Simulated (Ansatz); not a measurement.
```cif
data_structure
_symmetry_space_group_name_H-M 'P 1'
_symmetry_Int_Tables_number 1
_cell_length_a 9.8602
_cell_length_b 9.8602
_cell_length_c 20.3682
_cell_angle_alpha 90.000
_cell_angle_beta 90.000
_cell_angle_gamma 120.000
_cell_volume 1714.96
loop_
_atom_site_label
_atom_site_type_symbol
_atom_site_fract_x
_atom_site_fract_y
_atom_site_fract_z
_atom_site_occupancy
C1 C 0.41667 0.33333 0.39277 1
C2 C 0.41668 0.58337 0.39288 1
C3 C 0.41664 0.83338 0.39250 1
C4 C 0.41664 0.08330 0.39240 1
C5 C 0.66667 0.33336 0.39281 1
C6 C 0.66671 0.58336 0.39279 1
C7 C 0.66666 0.83334 0.39286 1
C8 C 0.66665 0.08335 0.39282 1
C9 C 0.91665 0.33337 0.39284 1
C10 C 0.91672 0.58340 0.39238 1
C11 C 0.91672 0.83333 0.39229 1
C12 C 0.91665 0.08334 0.39281 1
C13 C 0.16667 0.33337 0.39289 1
C14 C 0.16665 0.58342 0.39250 1
C15 C 0.16669 0.83334 0.39154 1
C16 C 0.16667 0.08328 0.39230 1
C17 C 0.33336 0.16666 0.39249 1
C18 C 0.33334 0.41669 0.39287 1
C19 C 0.33333 0.66672 0.39266 1
C20 C 0.33326 0.91665 0.39202 1
C21 C 0.58331 0.16667 0.39273 1
C22 C 0.58334 0.41669 0.39282 1
C23 C 0.58335 0.66668 0.39287 1
C24 C 0.58331 0.91668 0.39279 1
C25 C 0.83332 0.16669 0.39290 1
C26 C 0.83335 0.41674 0.39273 1
C27 C 0.83337 0.66668 0.39249 1
C28 C 0.83335 0.91665 0.39270 1
C29 C 0.08334 0.16666 0.39274 1
C30 C 0.08333 0.41672 0.39283 1
C31 C 0.08336 0.66678 0.39197 1
C32 C 0.08337 0.91661 0.39177 1
C33 C 0.13857 0.76807 0.56322 1
C34 C 0.10606 0.87018 0.55659 1
H1 H 0.16763 0.67750 0.56873 1
H2 H 0.07740 0.96079 0.55014 1
```

Theory: DFT PBE+D3(BJ), scalar-relativistic, plane waves, PAW (Ansatz).

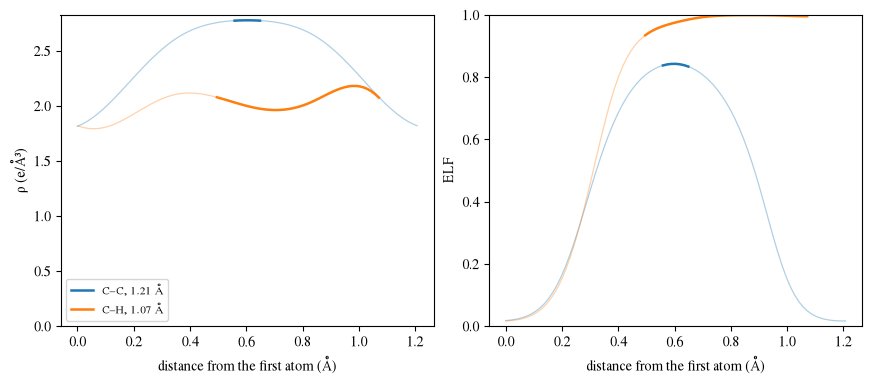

HC17 (slab). Valence charge density (pseudo) and ELF along straight lines between neighbouring atoms. Thin, pale parts lie inside the atomic spheres.

Core electrons are frozen (PAW), and the valence fields are smoothed inside the atomic spheres.

Q: What can be read from the curves?

A: C–C (1.21 Å): ρ at the midpoint is about 2.8 e/Å³; the ELF peaks at about 0.85 between the atoms (inside overlapping PAW spheres, so only a guide) (a short, multiple covalent bond).
C–H (1.07 Å): ρ at the midpoint is about 2 e/Å³; the ELF climbs to about 1 towards the hydrogen, as it does in any bond to H (a covalent bond by its length).
